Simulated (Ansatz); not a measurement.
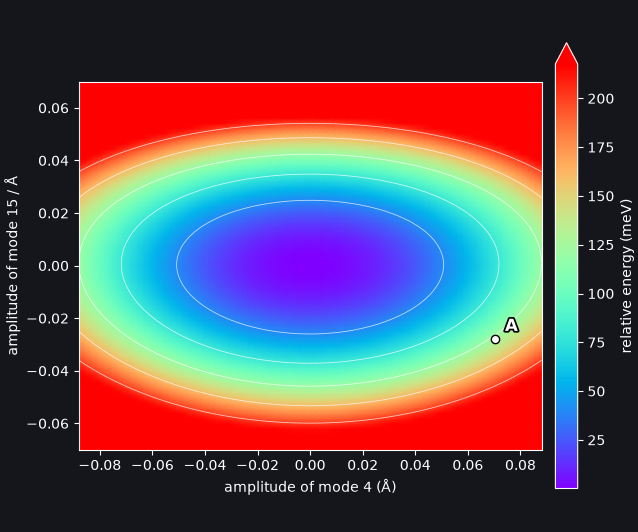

AlN (P6_3mc, No. 186; 8 atoms in the cell). The energy is mapped over two normal modes frozen in (zone-centre modes of the 8-atom cell of this scan, which folds in the wave vector (0, 1/2, 1/2) of the primitive cell). The first coordinate is: amplitude of mode 4 (235 cm⁻¹), largest displacement; the second: amplitude of mode 15 (652 cm⁻¹), largest displacement. Nothing is relaxed (the cell and all other modes fixed). The scan uses an 11 × 11 grid; 66 points were computed and 55 follow by symmetry. Points are written as (first, second). Energies: meV per cell, counted from the lowest grid point. Computed with DFT PBEsol, scalar-relativistic, plane waves, PAW in Ansatz 0.2.0. Settings: cutoff 520 eV, k-mesh 8×8×8, gaussian smearing 0.05 eV, no spin polarisation.

The picture shows a smooth colour map with a few white contour lines, one colour for all values above the top of the scale, the point A. Between grid points the surface is interpolated.

Question: Is A at rest? If not, where is it pushed?

Answer: A, at (0.070 Å, −0.028 Å), is not a stationary point. The computed force is 2200 meV for each Å towards smaller values of the first coordinate and 3300 meV for each Å towards larger values of the second coordinate.

PAW datasets: the set soft_1.
